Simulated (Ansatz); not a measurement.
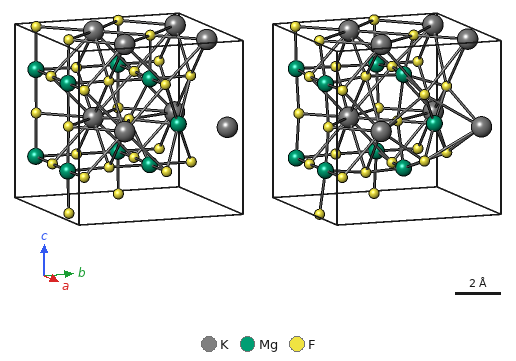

Two geometries of a defect cell of composition K₈Mg₉F₂₄ (cell charge +2), drawn at one scale. One is the start of a relaxation, the other its converged end. The picture is a ball-and-stick view of the cell of the calculation (origin shifted), seen slightly off an axis.

All numbers below come from Ansatz, DFT, PBEsol, PAW, plane waves. Settings: plane-wave cutoff 420 eV; k-point mesh 1 × 1 × 1; mesh shifted by (0.25, 0.25, 0.25); no spin polarisation; atoms relaxed in a fixed cell; force threshold 0.03 eV/Å; at most 80 steps.

Q: Which one is relaxed?

A: The right one is the relaxed one. An F atom moves most: 0.53 Å along [1 1 0]. Largest moves by element: F 0.53 Å, Mg 0.29 Å, K 0.21 Å. The cell stays as it was. Near-neighbour distances that change, for instance: F–K 1.781 → 2.422 Å, F–Mg 2.443 → 1.822 Å, F–Mg 2.484 → 1.969 Å, F–K 2.788 → 3.290 Å. Bond angles that change, for instance: Mg–F–Mg 124.7° → 164.4°, F–Mg–F 110.9° → 78.9°, F–Mg–F 109.7° → 78.8°. The energy falls by 9.499 eV per cell of the calculation in 6 geometry steps. The largest force component goes from 9.6 to 0.0075 eV/Å. The run took 40 s on 8 threads of AMD EPYC 7R43 64-Core Processor, peak memory 0.99 GiB.

Limits of the set-up: the periodic images lie only 8.0 Å apart, so the values are limited by the cell's size; the cell is charged, on a uniform background, and energies carry no finite-size correction.
